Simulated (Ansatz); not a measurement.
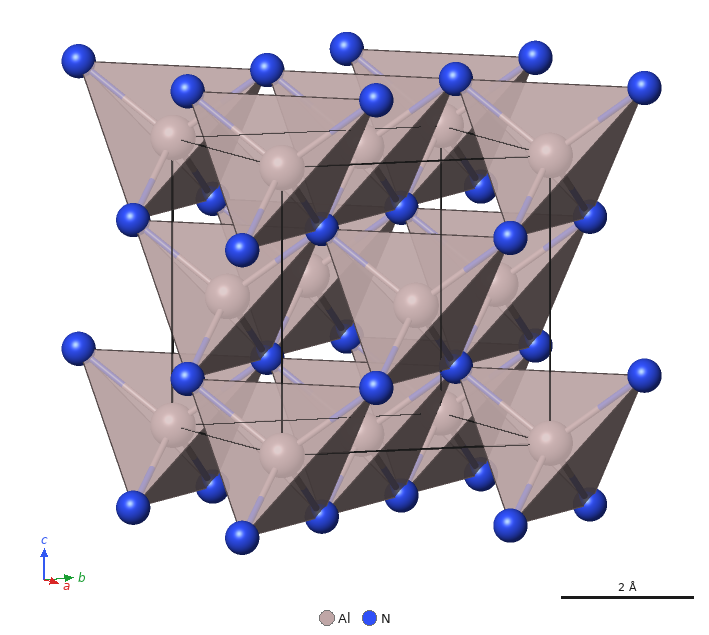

Polyhedral representation of a periodic structure, projected slightly off an axis. The lines enclose the conventional unit cell; boundary atoms appear with their images. Some neighbours outside the box are added.

It has the composition AlN. The structure has F-43m (No. 216) symmetry and a face-centred cubic lattice. Type of structure: zinc blende (sphalerite type). With Z = 4, the cell contains 4 Al, 4 N. The polyhedra are AlN4 tetrahedra; they share corners. Around each Al lie four N in a tetrahedral arrangement at about 1.9 Å. N is coordinated by four Al in a tetrahedral arrangement at about 1.9 Å. The bonds build a three-dimensional framework.

Origin of the cell: a structure listed in the Materials Project. Earlier steps of the study may have refined or changed the cell and positions. It was run through Ansatz as a DFT input.
